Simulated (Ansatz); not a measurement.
Geometry relaxation of AlRu (part 2 of 2)

AlRu (Pm-3m, 2 atoms in the cell); DFT PBE, scalar-relativistic, plane waves, PAW, no spin polarisation (Ansatz 0.2.0); cutoff 420 eV, 14×14×14 k-mesh, Fermi–Dirac smearing of 0.15 eV. The structure derives from an entry of the Crystallography Open Database. It belongs to a series of runs on one base structure; here: relaxed at 3 GPa.

Geometry of the input (Å; fractional positions):
```
3.0062  0.0000  0.0000
0.0000  3.0062  0.0000
0.0000  0.0000  3.0062
Al 0.0000  0.0000  0.0000
Ru 0.5000  0.5000  0.5000
```

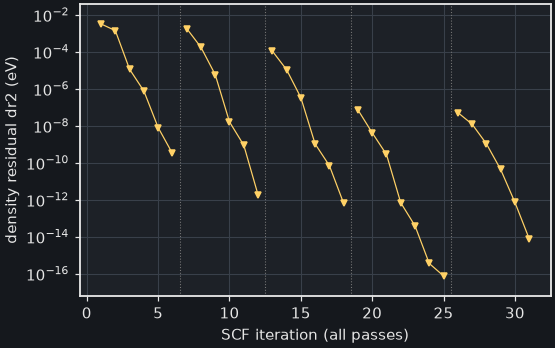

Figure 1. Convergence of the self-consistent field: density residual dr2 against the SCF iteration. The dotted lines part the SCF passes of the relaxation: geometry steps, rejected trials and re-solves on a re-selected basis. The 5 passes take 6 to 7 iterations each, 31 in all.

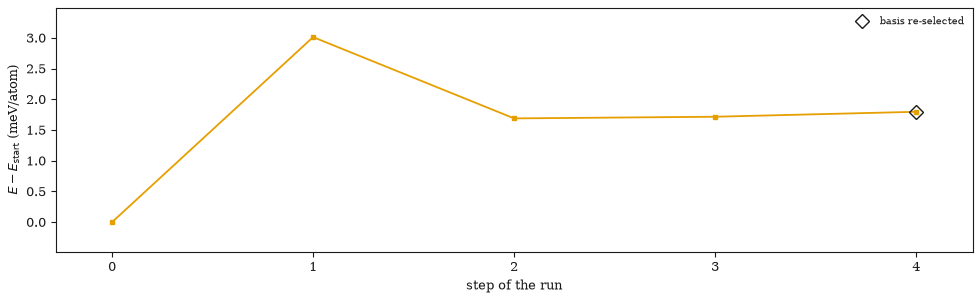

Figure 2. Progress of the relaxation, step by step (the first geometry is step 0 here and step 1 in the log). The energy rises by 1.7 meV per atom in 3 geometry steps. With the target pressure of 3 GPa, the enthalpy E + pV changes by −1.9 meV per atom. All forces vanish by symmetry, so only the cell relaxes. Pressure: 0.00 GPa at the start and 3.00 GPa at the end. The atoms keep their places relative to the cell (all moves are under 0.005 Å). A last SCF at the same geometry on a re-selected plane-wave basis shifts the energy by +0.1 meV per atom.

```
basis re-selected at this cell: Δ(F+E_penalty+E_count) = +1.610e-4 eV, ΔP = -0.001 GPa vs the last step (what re-selecting the basis moved, of the pressure what is left beyond the Pulay correction that the steps carried, after the strain that the cell walked since its last selection, with what the two solves' SCF thresholds leave and, on support functions, any second-order correction that the steps lacked; it is no measure of the basis error at this ecutwfc). The dense FFT grid was sized anew with the basis: this SCF ran on 20×20×20 points, the steps before it on 24×24×24, so part of this shift can come from that change (see relax.cell in the input reference). This SCF's stress stands 6.89e-4 GPa from its target on what of the cell is left free (relax.cell.stress_tol is 2.00e-2 GPa) and its largest allowed force component is 2.54e-29 eV/Å (relax.f_tol is 1.00e-3 eV/Å): within both
SCF converged after 6 iterations
Free energy (F): -6417.521467 eV
Harris-Foulkes:  -6417.521467 eV  (|F-HF|=1.82e-12)
Internal energy: -6417.406447 eV  (E = F + TS)
E sigma→0 (E₀):  -6417.463957 eV
Entropy (-TS):   -0.115020 eV (-57.510 meV/atom)
Fermi energy:    16.148743 eV
--- Per-component energies (eV) ---
  E_band       = -119.764218
  E_kinetic    = 543.339988
  E_local      = -1798.291622  (includes V_loc(G=0)·N_el)
  E_nonlocal   = 354.682887
  E_hartree    = 639.081055
  E_xc         = -232.249793
  E_vxc        = -270.757821  (∫ρ·V_xc dr)
  E_paw        = -3929.243857  (= ΣΔE_a)
  E_vpaw       = -226.899582  (= ΣTr[D̂ρ^β])
  E_aug_tail   = -0.000174  (compensation charges beyond the density's cutoff)
  E_ewald      = -1994.724931
  E_smearing   = -0.115020  (= −TS)
  E_closure    = 0.000000  (closes the sum)
  Σ components = -6417.521467   (vs F -6417.521467, Δ=0.00e0)
--- Forces (eV/Å), atoms counted from 1 ---
  atom   1  Al     0.00000000    -0.00000000    -0.00000000
  atom   2  Ru    -0.00000000    -0.00000000     0.00000000
  max |Σ_I F_I| component: 5.02e-29 eV/Å
--- Stress (GPa, compression-positive) ---
        2.999311       0.000000      -0.000000
        0.000000       2.999311       0.000000
       -0.000000       0.000000       2.999311
  P = ⅓ Tr σ = 2.9993 GPa (29.993 kbar)
--- Band table (eV; the first three rows and the last of 120) ---
  k-point 0: bands = ["-55.6794", "-25.6312", "-25.6312", "-25.6312", "6.4536", "12.5488", "12.5488", "16.2927", "16.2927", "16.2927", "22.1946", "22.1946", "22.1946", "27.0433"]
  k-point 1: bands = ["-55.6786", "-25.6417", "-25.6303", "-25.6303", "6.5514", "12.5832", "12.5834", "16.1695", "16.1695", "16.3048", "21.7103", "22.3918", "22.3918", "26.8220"]
  k-point 2: bands = ["-55.6765", "-25.6711", "-25.6279", "-25.6279", "6.8404", "12.6583", "12.6826", "15.8554", "15.8554", "16.3390", "20.6856", "22.9282", "22.9282", "26.2446"]
  k-point 119: bands = ["-55.6334", "-25.7913", "-25.7913", "-25.7913", "11.4855", "11.4855", "11.4855", "17.7439", "17.7439", "18.6950", "20.2432", "20.2432", "20.2432", "24.6469"]
--- Relaxed structure (4 steps of the walk, 4 accepted, 1 SCFs on fresh bases) ---
  F+E_penalty+E_count = -6417.52146739 eV   max|allowed force component| = 2.538e-29 eV/Å   (the final SCF, on the basis selected at the relaxed cell)
  cell:  # Å, volume = 26.7778 Å³
    - [2.9917482428712154, 3.2098832406453924e-35, 6.419766481290786e-35]
    - [3.2098832406453924e-35, 2.9917482428712154, 3.209883240645393e-35]
    - [6.419766481290786e-35, 3.209883240645393e-35, 2.9917482428712154]
  atoms:
    - { symbol: Al, position: [-8.341938423851335e-38, -1.6162505687394028e-37, 1.6683876838416243e-37] }
    - { symbol: Ru, position: [0.49999999999999994, 0.49999999999999994, 0.49999999999999994] }
```

Trajectory as extended XYZ (Å, eV, eV/Å), 5 frames, from step=1 to step=5:
```
2
Lattice="3.0062 0.0000 0.0000 0.0000 3.0062 0.0000 0.0000 0.0000 3.0062" Properties=species:S:1:pos:R:3:forces:R:3 step=1 energy=-6417.52506 pressure_GPa=-0.00
Al    0.0000    0.0000    0.0000    0.0000   0.0000   0.0000
Ru    1.5031    1.5031    1.5031    0.0000   0.0000   0.0000
2
Lattice="2.9872 0.0000 0.0000 0.0000 2.9872 0.0000 0.0000 0.0000 2.9872" Properties=species:S:1:pos:R:3:forces:R:3 step=2 energy=-6417.51904 pressure_GPa=3.98
Al    0.0000    0.0000    0.0000    0.0000   0.0000   0.0000
Ru    1.4936    1.4936    1.4936    0.0000   0.0000   0.0000
2
Lattice="2.9919 0.0000 0.0000 0.0000 2.9919 0.0000 0.0000 0.0000 2.9919" Properties=species:S:1:pos:R:3:forces:R:3 step=3 energy=-6417.52168 pressure_GPa=2.98
Al    0.0000    0.0000    0.0000    0.0000   0.0000   0.0000
Ru    1.4959    1.4959    1.4959    0.0000   0.0000   0.0000
2
Lattice="2.9917 0.0000 0.0000 0.0000 2.9917 0.0000 0.0000 0.0000 2.9917" Properties=species:S:1:pos:R:3:forces:R:3 step=4 energy=-6417.52163 pressure_GPa=3.00
Al    0.0000    0.0000    0.0000    0.0000   0.0000   0.0000
Ru    1.4959    1.4959    1.4959    0.0000   0.0000   0.0000
2
Lattice="2.9917 0.0000 0.0000 0.0000 2.9917 0.0000 0.0000 0.0000 2.9917" Properties=species:S:1:pos:R:3:forces:R:3 step=5 energy=-6417.52147 pressure_GPa=3.00
Al    0.0000    0.0000    0.0000    0.0000   0.0000   0.0000
Ru    1.4959    1.4959    1.4959    0.0000   0.0000   0.0000
```

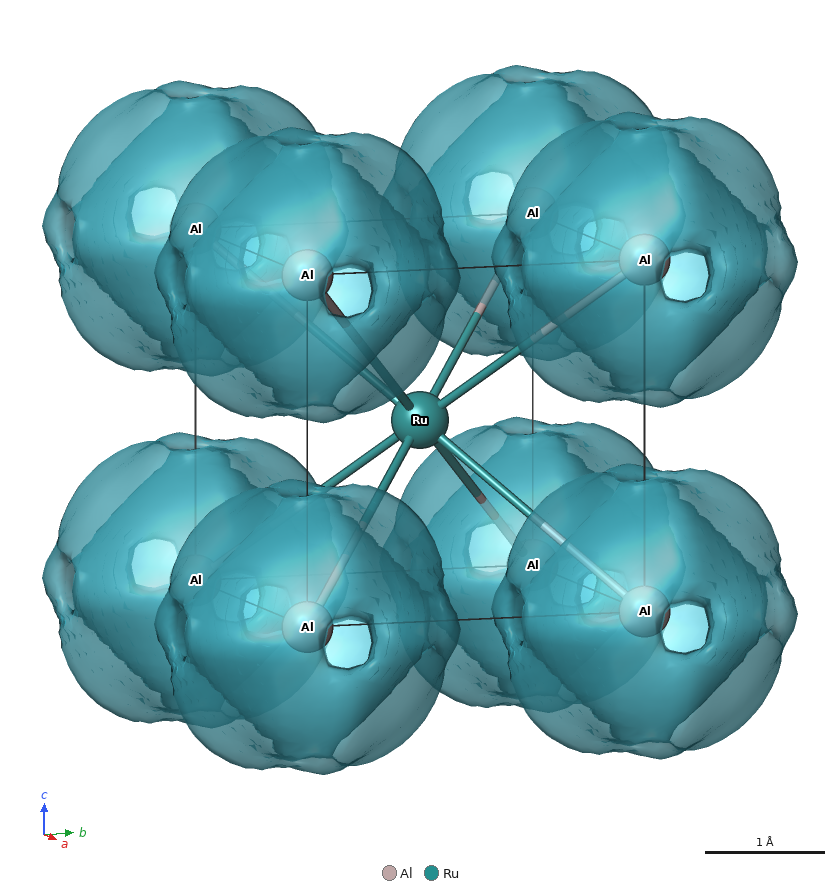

Figure 3. Isosurface of the ELF at 0.45 (cyan), seen slightly off an axis. Only the valence region is drawn (cores and ρ < 0.01 e/Å³ removed). Sticks mark near contacts. The outline is the cell set on symmetry axes. Values along the shortest contacts: Al–Ru (2.59 Å): the ELF is about 0.40 at the midpoint (no shared electron pair). In a PAW calculation such maps are meaningful between the atoms, not at the nuclei.

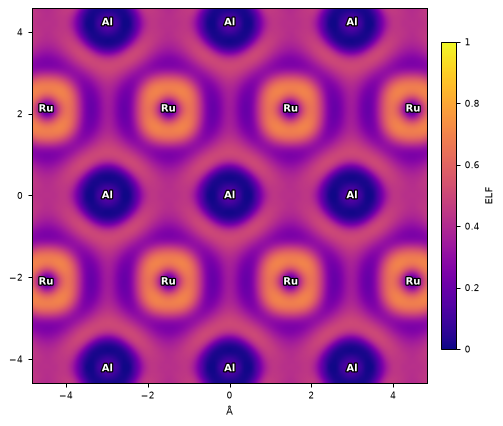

Figure 4. ELF on the (101) plane of the conventional cell. Al–Ru (2.59 Å): the ELF is about 0.40 at the midpoint (no shared electron pair). The strong features right at Ru lie inside the PAW spheres (semicore, d or f shells) and say nothing about bonding.
